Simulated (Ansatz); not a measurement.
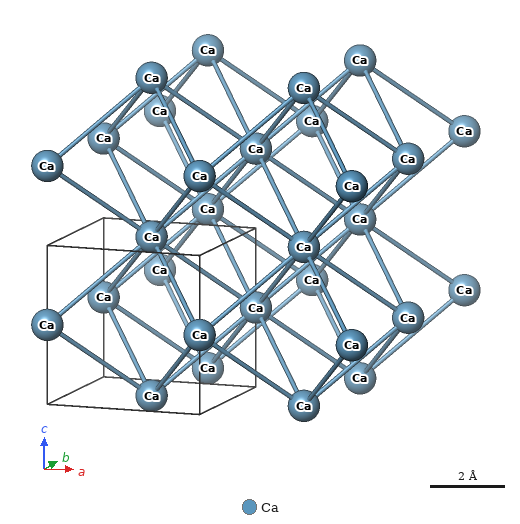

Reference structure: a crystal of Ca (set up in I4/mmm). A ball-and-stick model of the conventional cell (2 times the calculation's cell), repeated 2 × 2 × 2 with one cell outlined, seen slightly off an axis. Lengths and directions refer to the drawn axes.

Theory: DFT r2SCAN, scalar-relativistic, plane waves, PAW (Ansatz). Settings: plane-wave cutoff 500 eV; k-point mesh 14 × 14 × 14; occupations gaussian; smearing width 0.1 eV; no spin polarisation.

Change: The volume is changed by +6.0 %. The atoms are relaxed in that cell.

> What is the effect?

The volume changes by +6.0 %, with a = b 4.431 → 4.518 Å (+2.0 %), c 4.412 → 4.498 Å (+2.0 %). No atom moves by more than 0.005 Å relative to the cell. Near-neighbour distances before and after: Ca–Ca 3.832 → 3.907 Å. The space group stays I4/mmm (No. 139). The energy rises by 7.9 meV per atom. The pressure goes from 0.0 to −0.9 GPa.

The changed structure in the same view:

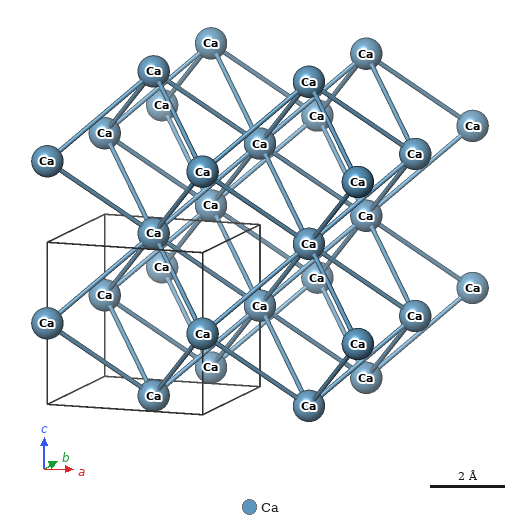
